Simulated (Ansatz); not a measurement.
The calculation's input:

```
crystal:
  lattice:
    - [3.962670049, 0.0, 0.0]
    - [-1.9813350245, 3.4317729293, 0.0]
    - [0.0, 0.0, 5.809192]
  atoms:
    - { symbol: Cd, position: [0.3333333333, 0.6666666667, 0.932717] }
    - { symbol: Cd, position: [0.6666666667, 0.3333333333, 0.578735] }
    - { symbol: S, position: [0.3333333333, 0.6666666667, 0.365705] }
hamiltonian:
  xc: pbesol
  pseudopotentials: { kind: paw_fr }
magnetization:
  noncollinear: true
  spin_orbit: true
kpoints:
  mp_grid: { grid: [8, 8, 5] }
  band_path:
    path:
      - [[0.0, 0.0, 0.0], [0.5, 0.0, 0.0], [0.3333333333, 0.3333333333, 0.0], [0.0, 0.0, 0.0], [0.0, 0.0, 0.5], [0.5, 0.0, 0.5], [0.3333333333, 0.3333333333, 0.5], [0.0, 0.0, 0.5]]
      - [[0.5, 0.0, 0.5], [0.5, 0.0, 0.0]]
      - [[0.3333333333, 0.3333333333, 0.0], [0.3333333333, 0.3333333333, 0.5]]
    npoints: 14
scf:
  occupations: { method: fermi_dirac, width: 0.05 }
  n_extra_bands: 7
output:
  forces: true
  stress: true
  eigenvalues: true
  fatbands: false
  write_density: true
  write_potential: true
  elf: true
  volumetric_format: npy
```

Run with:

```sh
ansatz run input.yaml --threads 2 --pin off --max-ram 5632MiB --backend cpu --events-out ev --progress --plain --runs-dir out
```

Below, planes, directions and counts refer to the conventional cell (a = 3.96 Å, b = 3.96 Å, c = 5.81 Å, α = 90.00°, β = 90.00°, γ = 120.00°).

Space group P3m1; a structure from a database of computed crystals, not necessarily the ambient phase; computed pressure about −3 GPa in this cell.

Level of theory: Ansatz, Kohn-Sham DFT of a periodic cell, PBEsol, spin-orbit coupling, Ansatz PAW.

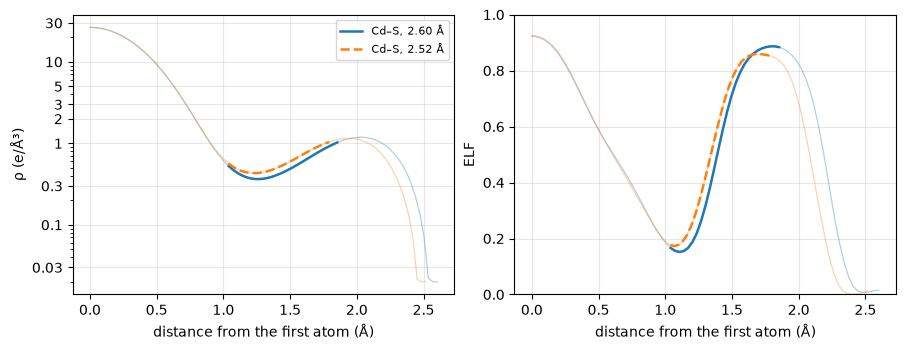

Cd₂S. Valence electron density and electron localisation function along straight lines between neighbouring atoms. Thin, pale parts lie inside the atomic spheres.

Core electrons are frozen (PAW), and the valence fields are smoothed inside the atomic spheres.

Q: What can be read from the curves?

A: Cd–S (2.60 Å): the density is about 0.37 e/Å³ at the midpoint; the ELF peaks at about 0.90 in the valence shell of S, 0.8 Å from its nucleus, and drops to about 0.15 between the two atoms.
Cd–S (2.52 Å): the density is about 0.43 e/Å³ at the midpoint; the ELF peaks at about 0.85 in the valence shell of S, 0.8 Å from its nucleus, and is about 0.35 at the midpoint.
